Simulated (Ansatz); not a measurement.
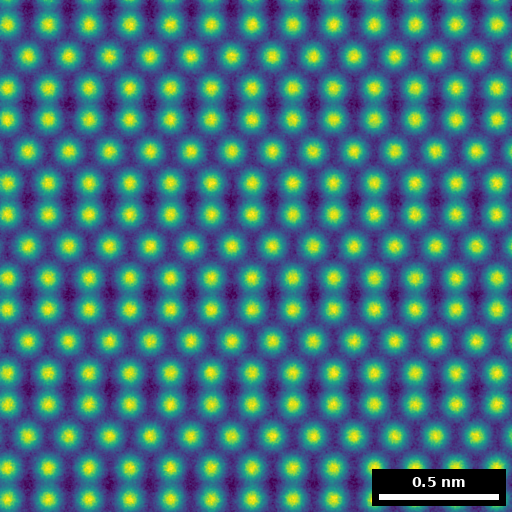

Integrated-DPC-like image of a crystal. Simulated as the projected potential of neutral atoms (B = 0.8 Å²) blurred by a 0.62 Å probe, the thin-sample limit of integrated differential phase contrast. The display is stretched by a gamma of 0.8; percentages refer to the linear signal. Shot noise was added.

**Give the net of the columns and its spacings.**

The pattern repeats on a rectangular net of 1.7 × 4.0 Å.

**Which plane group does this projection have?**

p2mm: mirror lines in two perpendicular directions, with twofold points where they cross.

**How many columns does the smallest repeating cell hold, and how many levels of brightness?**

3 columns in the primitive cell of 6.9 Å², all of one brightness.

The crystal is W (P6/mmm, No. 191) seen along [102]. Structure: the geometry relaxed with Ansatz 0.2.0, DFT, LDA (PW92), plane waves (420 eV) with PAW, scalar-relativistic; the starting structure was generated, so it need not be a known form of this composition.
